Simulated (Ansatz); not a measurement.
Molecular dynamics, with input and output: TiAl (part 3 of 3)

TiAl (16 atoms in the cell); DFT PBEsol, scalar-relativistic, plane waves, PAW, no spin polarisation (Ansatz 0.2.0); cutoff 420 eV, 2×2×2 k-mesh, Fermi–Dirac smearing of 0.1551 eV. The structure derives from an entry of the Crystallography Open Database. It belongs to a series of runs on one base structure; here: dynamics (NVT, Nosé–Hoover thermostat) at 1800 K, volume × 1.06.

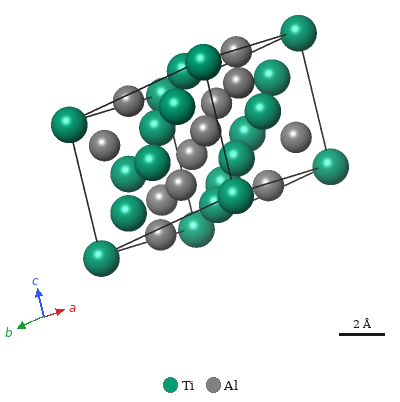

Fig. 1: The geometry at step 41 of the log (spheres-only view of the cell of the calculation, seen at an oblique angle).

### Trajectory as extended XYZ, continued
```
16
Lattice="0.0000 5.7859 4.1387 5.7859 0.0000 -4.1387 -5.7859 0.0000 -4.1387" Properties=species:S:1:pos:R:3:forces:R:3 step=21 time_fs=31.5 energy=-23991.03263 temperature=325.2 pressure_GPa=-4.50
Ti   -3.1119    0.0686   -4.0095    1.7908  -1.5399  -2.2312
Ti   -2.9976    2.8766   -0.1597    1.1180  -0.5300   0.9492
Ti    0.1862    0.1205   -4.0283   -0.4242  -0.6274  -0.3041
Ti    0.1736   -0.0830    0.1108   -2.2512   0.0848  -1.0359
Ti    0.2278    2.9858   -4.1994   -1.9422  -0.7702   1.1852
Ti   -0.0528    2.8034   -0.1448   -0.3112   0.1394   0.1531
Ti    3.0275   -0.0485   -3.9479   -0.2515   0.3180  -0.8586
Ti    2.7048    2.8263   -0.0612    0.4565   1.5679   0.5938
Al   -1.6947    1.5162   -2.4521    1.5338  -0.1051   2.0318
Al   -1.4500    4.3419    1.9691    0.0457   0.1079   0.3609
Al    1.6515    1.4832   -2.0752   -1.1520  -0.1757  -0.3275
Al   -4.4279    1.3124   -2.2902   -0.1510   1.7403   2.4588
Al    1.5401    4.4954   -1.9777   -0.3205  -1.1188   0.1329
Al    1.3684    4.1498    2.1565    0.4553   1.2606  -1.7223
Al    4.2592    1.5807   -1.8405    0.9126  -0.6359  -0.9996
Al   -1.5259    4.3032   -1.9709    0.4911   0.2841  -0.3867
16
Lattice="0.0000 5.7859 4.1387 5.7859 0.0000 -4.1387 -5.7859 0.0000 -4.1387" Properties=species:S:1:pos:R:3:forces:R:3 step=26 time_fs=39.0 energy=-23991.36760 temperature=507.0 pressure_GPa=-4.90
Ti   -3.1198    0.0453   -4.0340    1.4999  -1.0670  -1.7213
Ti   -2.9964    2.8591   -0.1751    1.0481  -0.3995   0.8810
Ti    0.2216    0.1348   -4.0079   -0.5754  -0.6982  -0.4433
Ti    0.1590   -0.1007    0.1118   -1.8615   0.3318  -0.8140
Ti    0.2371    2.9894   -4.1862   -1.8970  -0.5974   1.0566
Ti   -0.0741    2.7858   -0.1769   -0.2564   0.1048   0.2562
Ti    3.0544   -0.0529   -3.9220   -0.3032   0.3959  -0.9428
Ti    2.6702    2.8505   -0.0624    0.6886   1.1482   0.6733
Al   -1.6870    1.5288   -2.4523    1.2933  -0.2207   1.7877
Al   -1.4491    4.3476    1.9609    0.0419   0.0789   0.3613
Al    1.6497    1.4841   -2.0933   -0.9983  -0.1150  -0.1022
Al   -4.4580    1.3597   -2.2282    0.1223   1.0450   1.5650
Al    1.5494    4.4801   -1.9472   -0.3839  -0.7743  -0.1716
Al    1.3704    4.1585    2.0985    0.3482   1.0903  -1.1258
Al    4.2795    1.5848   -1.8329    0.7182  -0.5907  -0.8848
Al   -1.5245    4.3075   -1.9643    0.5150   0.2679  -0.3754
16
Lattice="0.0000 5.7859 4.1387 5.7859 0.0000 -4.1387 -5.7859 0.0000 -4.1387" Properties=species:S:1:pos:R:3:forces:R:3 step=31 time_fs=46.5 energy=-23991.88947 temperature=797.5 pressure_GPa=-5.51
Ti   -3.1107    0.0095   -4.0784    1.1283  -0.4975  -1.0471
Ti   -2.9833    2.8370   -0.1807    0.8411  -0.1390   0.7580
Ti    0.2509    0.1412   -3.9922   -0.7907  -0.7308  -0.6339
Ti    0.1232   -0.1150    0.1036   -1.2091   0.6106  -0.5395
Ti    0.2251    2.9863   -4.1608   -1.6617  -0.2982   0.8254
Ti   -0.0986    2.7692   -0.2065   -0.1315   0.0877   0.4236
Ti    3.0782   -0.0528   -3.9065   -0.3619   0.4819  -0.9837
Ti    2.6430    2.8879   -0.0559    0.9998   0.4553   0.6836
Al   -1.6533    1.5370   -2.4166    0.8509  -0.3711   1.3529
Al   -1.4474    4.3549    1.9599    0.0284   0.0236   0.3277
Al    1.6279    1.4827   -2.1136   -0.6868  -0.0131   0.2212
Al   -4.4860    1.4286   -2.1340    0.4191   0.2075   0.4026
Al    1.5510    4.4490   -1.9198   -0.4429  -0.3091  -0.5551
Al    1.3794    4.1892    2.0174    0.1837   0.7603  -0.1900
Al    4.3144    1.5772   -1.8430    0.3486  -0.4847  -0.7167
Al   -1.5127    4.3172   -1.9652    0.4846   0.2166  -0.3288
16
Lattice="0.0000 5.7859 4.1387 5.7859 0.0000 -4.1387 -5.7859 0.0000 -4.1387" Properties=species:S:1:pos:R:3:forces:R:3 step=36 time_fs=54.0 energy=-23992.16046 temperature=973.2 pressure_GPa=-5.83
Ti   -3.0885   -0.0327   -4.1357    0.8227  -0.0406  -0.4552
Ti   -2.9603    2.8129   -0.1776    0.5675   0.1997   0.6715
Ti    0.2717    0.1395   -3.9836   -1.0624  -0.6978  -0.8619
Ti    0.0729   -0.1225    0.0889   -0.4964   0.7882  -0.3763
Ti    0.1939    2.9798   -4.1255   -1.3707   0.0065   0.6386
Ti   -0.1250    2.7534   -0.2317    0.0976   0.1412   0.6675
Ti    3.0983   -0.0472   -3.9019   -0.4450   0.5515  -0.9829
Ti    2.6267    2.9312   -0.0416    1.2931  -0.2887   0.5881
Al   -1.6017    1.5379   -2.3529    0.3683  -0.5287   0.8399
Al   -1.4451    4.3628    1.9655    0.0069  -0.0526   0.2595
Al    1.5918    1.4810   -2.1298   -0.3229   0.0855   0.5308
Al   -4.5062    1.5034   -2.0295    0.6534  -0.4334  -0.6419
Al    1.5438    4.4110   -1.9031   -0.4647   0.1148  -0.8718
Al    1.3923    4.2358    1.9309    0.0128   0.3744   0.7852
Al    4.3569    1.5596   -1.8678   -0.0612  -0.3498  -0.5314
Al   -1.4910    4.3314   -1.9727    0.4011   0.1298  -0.2595
16
Lattice="0.0000 5.7859 4.1387 5.7859 0.0000 -4.1387 -5.7859 0.0000 -4.1387" Properties=species:S:1:pos:R:3:forces:R:3 step=41 time_fs=61.5 energy=-23992.12733 temperature=1001.5 pressure_GPa=-5.75
Ti   -3.0562   -0.0765   -4.1996    0.5944   0.2895   0.0260
Ti   -2.9304    2.7905   -0.1668    0.2595   0.5477   0.6533
Ti    0.2807    0.1299   -3.9847   -1.3313  -0.5772  -1.0746
Ti    0.0158   -0.1214    0.0695    0.1835   0.8287  -0.3488
Ti    0.1463    2.9731   -4.0820   -1.0768   0.2097   0.4777
Ti   -0.1508    2.7389   -0.2497    0.4408   0.3185   0.9774
Ti    3.1137   -0.0352   -3.9084   -0.5762   0.5610  -0.9281
Ti    2.6248    2.9723   -0.0203    1.4682  -0.8926   0.3723
Al   -1.5414    1.5280   -2.2707   -0.0714  -0.6785   0.2793
Al   -1.4425    4.3697    1.9765   -0.0229  -0.1407   0.1645
Al    1.5483    1.4809   -2.1358    0.0033   0.1307   0.7171
Al   -4.5136    1.5715   -1.9354    0.7808  -0.7945  -1.3846
Al    1.5271    4.3743   -1.9034   -0.4058   0.3972  -1.0077
Al    1.4058    4.2911    1.8582   -0.1314  -0.0153   1.5821
Al    4.3993    1.5345   -1.9040   -0.3876  -0.1998  -0.3261
Al   -1.4607    4.3485   -1.9856    0.2729   0.0158  -0.1798
16
Lattice="0.0000 5.7859 4.1387 5.7859 0.0000 -4.1387 -5.7859 0.0000 -4.1387" Properties=species:S:1:pos:R:3:forces:R:3 step=46 time_fs=69.0 energy=-23991.97672 temperature=972.9 pressure_GPa=-5.47
Ti   -3.0164   -0.1180   -4.2648    0.4197   0.5442   0.4378
Ti   -2.8968    2.7739   -0.1481   -0.0701   0.8391   0.6753
Ti    0.2748    0.1134   -3.9980   -1.4999  -0.3930  -1.1836
Ti   -0.0406   -0.1108    0.0456    0.8034   0.7391  -0.3930
Ti    0.0852    2.9685   -4.0321   -0.7527   0.2376   0.2227
Ti   -0.1720    2.7279   -0.2570    0.8507   0.6293   1.3018
Ti    3.1227   -0.0166   -3.9256   -0.7727   0.4669  -0.8056
Ti    2.6396    3.0044    0.0057    1.4534  -1.2389   0.0887
Al   -1.4810    1.5042   -2.1810   -0.4537  -0.7921  -0.3211
Al   -1.4404    4.3740    1.9910   -0.0593  -0.2279   0.0577
Al    1.5036    1.4833   -2.1276    0.2448   0.0915   0.7130
Al   -4.5056    1.6254   -1.8666    0.7562  -0.9206  -1.7451
Al    1.5019    4.3445   -1.9239   -0.2390   0.5178  -0.9153
Al    1.4170    4.3475    1.8154   -0.2249  -0.3578   2.0396
Al    4.4350    1.5048   -1.9476   -0.5642  -0.0339  -0.0815
Al   -1.4242    4.3664   -2.0025    0.1084  -0.1014  -0.0914
16
Lattice="0.0000 5.7859 4.1387 5.7859 0.0000 -4.1387 -5.7859 0.0000 -4.1387" Properties=species:S:1:pos:R:3:forces:R:3 step=52 time_fs=78.0 energy=-23991.89875 temperature=994.5 pressure_GPa=-5.17
Ti   -2.9609   -0.1609   -4.3383    0.2601   0.8086   0.8801
Ti   -2.8567    2.7661   -0.1149   -0.4523   1.0360   0.6645
Ti    0.2449    0.0873   -4.0322   -1.4506  -0.1947  -1.0441
Ti   -0.0977   -0.0868    0.0101    1.4235   0.4678  -0.4057
Ti   -0.0012    2.9661   -3.9677   -0.2759   0.0342  -0.2937
Ti   -0.1850    2.7243   -0.2460    1.2670   1.0617   1.5271
Ti    3.1219    0.0132   -3.9589   -1.0615   0.2000  -0.5678
Ti    2.6794    3.0254    0.0389    1.1730  -1.2838  -0.1904
Al   -1.4191    1.4536   -2.0798   -0.8096  -0.7628  -0.9844
Al   -1.4395    4.3730    2.0104   -0.1018  -0.3109  -0.0557
Al    1.4552    1.4885   -2.0990    0.4206  -0.0405   0.4696
Al   -4.4760    1.6674   -1.8279    0.5267  -0.8957  -1.7048
Al    1.4649    4.3215   -1.9730    0.0806   0.5223  -0.5677
Al    1.4248    4.4072    1.8167   -0.2770  -0.6288   1.9827
Al    4.4642    1.4675   -2.0030   -0.5864   0.1807   0.2571
Al   -1.3765    4.3856   -2.0256   -0.1364  -0.1942   0.0330
16
Lattice="0.0000 5.7859 4.1387 5.7859 0.0000 -4.1387 -5.7859 0.0000 -4.1387" Properties=species:S:1:pos:R:3:forces:R:3 step=57 time_fs=85.5 energy=-23991.96859 temperature=1086.5 pressure_GPa=-5.07
Ti   -2.9098   -0.1876   -4.3906    0.1554   1.0210   1.2139
Ti   -2.8277    2.7723   -0.0780   -0.7013   1.0275   0.5510
Ti    0.2010    0.0622   -4.0746   -1.1759  -0.0999  -0.6702
Ti   -0.1292   -0.0602   -0.0254    1.7616   0.1270  -0.2607
Ti   -0.0791    2.9645   -3.9158    0.1920  -0.2590  -0.8336
Ti   -0.1806    2.7342   -0.2177    1.3966   1.2777   1.4009
Ti    3.1080    0.0414   -3.9948   -1.2545  -0.1076  -0.3059
Ti    2.7285    3.0273    0.0653    0.7852  -1.0961  -0.3010
Al   -1.3835    1.3934   -2.0139   -0.9699  -0.4545  -1.3509
Al   -1.4409    4.3653    2.0259   -0.1231  -0.3524  -0.1098
Al    1.4228    1.4922   -2.0637    0.5011  -0.1464   0.1591
Al   -4.4385    1.6833   -1.8328    0.2540  -0.8397  -1.4093
Al    1.4347    4.3134   -2.0283    0.3801   0.4830  -0.2002
Al    1.4253    4.4448    1.8619   -0.3099  -0.7314   1.4565
Al    4.4762    1.4393   -2.0453   -0.5120   0.3509   0.5143
Al   -1.3385    4.3980   -2.0449   -0.3793  -0.2003   0.1461
16
Lattice="0.0000 5.7859 4.1387 5.7859 0.0000 -4.1387 -5.7859 0.0000 -4.1387" Properties=species:S:1:pos:R:3:forces:R:3 step=62 time_fs=93.0 energy=-23992.06321 temperature=1195.6 pressure_GPa=-5.05
Ti   -2.8556   -0.2033   -4.4304    0.0374   1.2238   1.5054
Ti   -2.8058    2.7904   -0.0339   -0.8465   0.8538   0.3167
Ti    0.1425    0.0352   -4.1258   -0.7395  -0.0254  -0.1497
Ti   -0.1416   -0.0315   -0.0647    1.8571  -0.2463   0.1077
Ti   -0.1569    2.9600   -3.8721    0.7135  -0.5705  -1.3538
Ti   -0.1602    2.7588   -0.1728    1.2895   1.2309   0.9783
Ti    3.0795    0.0691   -4.0351   -1.3020  -0.4167  -0.0102
Ti    2.7880    3.0168    0.0890    0.3236  -0.8217  -0.3350
Al   -1.3665    1.3228   -1.9735   -1.0018   0.1371  -1.5134
Al   -1.4449    4.3503    2.0398   -0.1196  -0.3663  -0.1136
Al    1.3997    1.4932   -2.0241    0.5443  -0.1817  -0.1550
Al   -4.3948    1.6826   -1.8664    0.0044  -0.7974  -1.0090
Al    1.4112    4.3150   -2.0893    0.6254   0.4317   0.1418
Al    1.4195    4.4686    1.9375   -0.3411  -0.7827   0.6934
Al    4.4781    1.4174   -2.0785   -0.4171   0.4870   0.6584
Al   -1.3071    4.4066   -2.0617   -0.6278  -0.1555   0.2380
```

The run was set up as follows.

### The input
```yaml
crystal:
  lattice:
    - [0.0, 5.7858949221, 4.1387104075]
    - [5.7858949221, 0.0, -4.1387104075]
    - [-5.7858949221, 0.0, -4.1387104075]
  atoms:
    - { symbol: Ti, position: [0.0, 0.25, 0.75] }
    - { symbol: Ti, position: [0.5, 0.0, 0.5] }
    - { symbol: Ti, position: [0.0, 0.5, 0.5] }
    - { symbol: Ti, position: [0.0, 0.0, 0.0] }
    - { symbol: Ti, position: [0.5, 0.75, 0.75] }
    - { symbol: Ti, position: [0.5, 0.25, 0.25] }
    - { symbol: Ti, position: [0.0, 0.75, 0.25] }
    - { symbol: Ti, position: [0.5, 0.5, 0.0] }
    - { symbol: Al, position: [0.25, 0.25, 0.5] }
    - { symbol: Al, position: [0.75, 0.0, 0.25] }
    - { symbol: Al, position: [0.25, 0.5, 0.25] }
    - { symbol: Al, position: [0.25, 0.0, 0.75] }
    - { symbol: Al, position: [0.75, 0.75, 0.5] }
    - { symbol: Al, position: [0.75, 0.25, 0.0] }
    - { symbol: Al, position: [0.25, 0.75, 0.0] }
    - { symbol: Al, position: [0.75, 0.5, 0.75] }
basis:
  ecutwfc: 420
kpoints:
  mp_grid: { grid: [2, 2, 2], shift: [0.5, 0.5, 0.5] }
hamiltonian:
  xc: pbesol
scf:
  occupations: { method: fermi_dirac, width: 0.1551 }
  lower_state_search: "off"
  convergence: { dr2_threshold: 1.0e-07 }
output:
  forces: true
  stress: true
md:
  timestep: 1.5
  n_steps: 62
  ensemble: nvt_nose_hoover
  temperature: 1800.0
  initial_velocities: maxwell_boltzmann
  seed: 74348
```

Launched with:
```bash
ansatz run input.yaml --threads 4 --pin off --max-ram 5120MiB --backend cpu --events-out ev --progress --plain --runs-dir out
```

### Results in brief

```tsv
quantity	value
outcome	finished
mean temperature over the second half	1005 K
trajectory	62 steps, 93 fs
ensemble	nvt_nose_hoover
temperature in the input	1800.0 K
time step	1.5 fs
space group of the start (tolerance 0.01 Å)	P4/mmm (123)
electrons treated	120
potential energy (free energy of the electrons) (last step)	−23992.0632 eV
Fermi energy (last step)	10.036 eV
pressure (without the kinetic term) (last step)	−6.01 GPa
largest force (length of the vector) (last step)	2.033 eV/Å
hardware	4 threads of Arm Neoverse V1, 112 GiB of memory available, shared host
wall time	2.1 min (CPU time 8 min)
peak memory	0.74 GiB
```

### Notes

The k-point mesh is coarse (a preliminary or cheap run), so energies and forces are approximate. Warnings of the run: the SCF threshold is looser than advised for the printed stress. So short a trajectory is not equilibrated. The temperature stays far from the 1800 K of the thermostat over the second half: the run isn't equilibrated.
